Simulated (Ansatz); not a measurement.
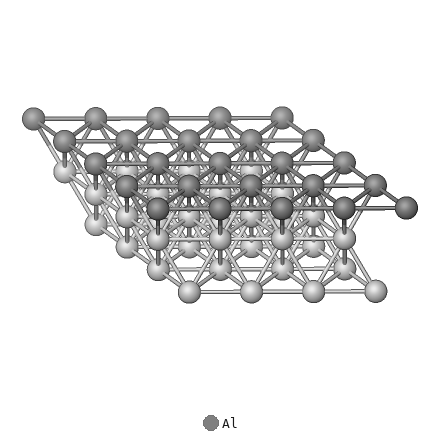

The system is H on an Al(111) slab cut from the Fm-3m phase, its upper half relaxed before the scan (12 atoms of substrate and one adsorbate in a 2 × 2 cell); the picture shows it without the atoms that are moved over the map. 
- H is moved over the surface cell; relaxed at each place: the height of the adsorbate's atoms; substrate rigid; the origin of the map has the adsorbate above Al9.
- Places are given modulo a cell vector. The map is drawn in real space over the plane of the surface.
- The scan uses a 6 × 6 grid; 10 points were computed and 26 follow by symmetry.
- Places are given in fractions of the 1 × 1 surface cell.
- Energies are in meV, from the lowest grid point.
- At some places the adsorbate sinks to or below the level of the top layer.
- Theory: Ansatz 0.2.0, DFT PBE, scalar-relativistic, plane waves, PAW. Settings: cutoff 420 eV, k-mesh 6×6×1, gaussian smearing 0.1 eV, no spin polarisation.

Range: position of H13 along the first surface vector from 0.000 to 0.833; position of H13 along the second surface vector from 0.000 to 0.833.

**Predict the map.**

The lowest grid point is at (3/6, 1/6) of the cell vectors [nearest 1 Al at 1.71 Å]. The highest grid point, a place at or below the level of the top layer, (2/6, 4/6) of the cell vectors, lies 736 meV above the lowest. At the lowest point the adsorbate has 1 Al at 1.71 Å as nearest neighbours, at the highest 1 Al at 1.70 Å. Its relaxed height above the top atom is 1.16 Å at the lowest and −0.60 Å at the highest point.

```csv
"second ↓, first →",0/6,1/6,2/6,3/6,4/6,5/6
5/6,76,108,81,81,108,76
4/6,87,81,736,81,87,84
3/6,1,81,81,1,0,0
2/6,87,108,87,0,500,0
1/6,76,76,84,0,0,84
0/6,55,76,87,1,87,76
```

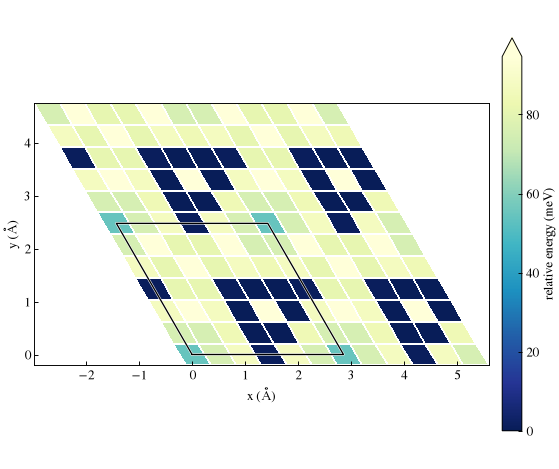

The picture shows one coloured cell a grid point, the outline of one cell of the 2 × 2 shown, one colour for all values above the top of the scale.

Each point was launched as `ansatz run input.yaml --threads 1 --pin off --max-ram 3072MiB --backend cpu --events-out ev --progress --plain --runs-dir out`. Time for the 10 points that were run: 7.6 min on 1 thread of Intel(R) Xeon(R) Platinum 8559C (Emerald Rapids), with other jobs on the host.
